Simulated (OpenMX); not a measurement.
# Sn: 7 runs along one coordinate

System: Sn (1 atom in the cell).
Method: Kohn-Sham DFT of a periodic cell, PBE, OpenMX 2013 PBE set, no spin polarisation (OpenMX 3.8.5).

The 7 runs differ only in the geometry, by an even scaling of the cell at fixed fractional positions. The structure derives from a Materials Project entry.

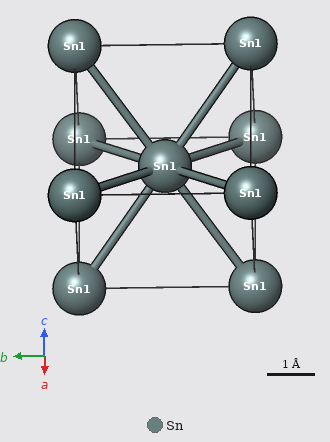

Figure 1. The structure of run 4 (ball-and-stick view of the cell 2 times as large as that of the calculation, set on its symmetry axes, seen at an oblique angle; atoms are numbered from 1 in the order of the input).

**Input of run 4**
```
System.CurrrentDirectory             ./
System.Name                          Sn
DATA.PATH                            ./DFT_DATA13
level.of.stdout                      1
level.of.fileout                     1
Species.Number                       1
<Definition.of.Atomic.Species
  Sn  Sn7.0-s3p2d2           Sn_PBE13
Definition.of.Atomic.Species>

Atoms.Number                         1
Atoms.SpeciesAndCoordinates.Unit     FRAC
<Atoms.SpeciesAndCoordinates
    1  Sn    0.0000000000    0.0000000000    0.0000000000   7.000  7.000
Atoms.SpeciesAndCoordinates>

Atoms.UnitVectors.Unit               Ang
<Atoms.UnitVectors
    -1.8946518192    1.8946518192    1.8946518192
     1.8946518192   -1.8946518192    1.8946518192
     1.8946518192    1.8946518192   -1.8946518192
Atoms.UnitVectors>

scf.XcType                           GGA-PBE
scf.SpinPolarization                 off
scf.ElectronicTemperature            580.226
scf.energycutoff                     500.0
scf.maxIter                          100
scf.EigenvalueSolver                 band
scf.Kgrid                            11 11 11
scf.Mixing.Type                      rmm-diisk
scf.Init.Mixing.Weight               0.05
scf.Min.Mixing.Weight                0.001
scf.Max.Mixing.Weight                0.3
scf.Mixing.History                   25
scf.Mixing.StartPulay                8
scf.criterion                        1.0e-8
scf.stress.tensor                    on
MD.Type                              nomd
```

Command:
```bash
openmx Sn.dat -nt 1 > Sn.std
```

Lattice vectors (Å) and fractional positions of run 4:
```
  -1.894652    1.894652    1.894652
   1.894652   -1.894652    1.894652
   1.894652    1.894652   -1.894652
Sn  0.000000  0.000000  0.000000
```

Run 6 has the same physical settings and fractional positions; its lattice vectors (Å) are:
```
  -1.919584    1.919584    1.919584
   1.919584   -1.919584    1.919584
   1.919584    1.919584   -1.919584
```

**Results, with one run withheld**

| run | volume per atom (Å³) | free energy per atom, from the lowest run given (meV) |
| --- | --- | --- |
| 1 | 25.573 | 12.63 |
| 2 | 26.117 | 0.00 |
| 3 | 26.661 | 1.34 |
| 4 | 27.205 | 18.42 |
| 5 | 27.749 | 48.37 |
| 6 | 28.293 | ? |
| 7 | 28.837 | 125.12 |

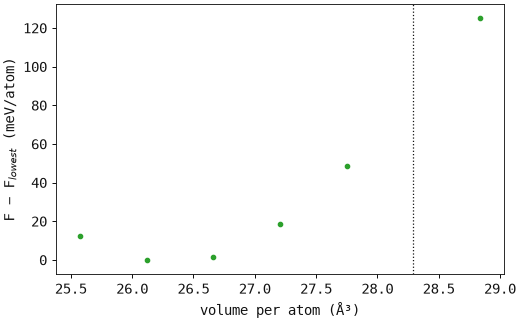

Figure 2. Free energy per atom of the runs given; the dotted line marks run 6.

Fit the runs given and predict run 6.

A cubic polynomial in V^(−2/3) (the Birch–Murnaghan form), fitted to the 6 runs given, misses them by at most 1.26 meV per atom. With x = V^(−2/3) − 0.11114 Å⁻², it reads F = 11.059 − 12487 x + 2.8087e+06 x² + 9.3974e+07 x³ (meV per atom). At run 6 it gives 83.44 meV per atom, and the run itself gives 86.59. The fit has its minimum at 26.271 Å³ per atom, where V d²F/dV² gives 234 GPa: the bulk modulus at this level, since symmetry fixes the shape and the positions. So low a polynomial doesn't follow these energies more closely.

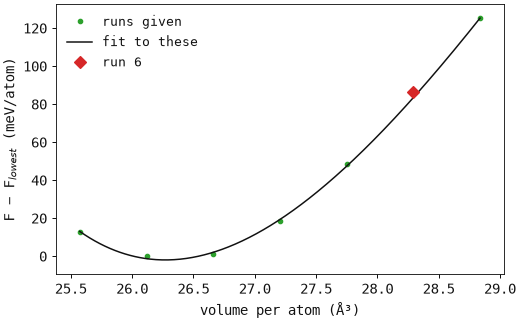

Figure 3. The fit and the withheld run.

**Some lines of the output (run 6)**
```
[...]
  Cell_Volume =    190.931714126684 (Bohr^3)
        Total energy (Hartree) at MD = 1
   kloop=0
   kloop=1
   kloop=665
```

Notes: Points of doubt noted for this run: few d functions beyond semicore. With a small basis of atomic orbitals these values can differ much from converged plane-wave results.
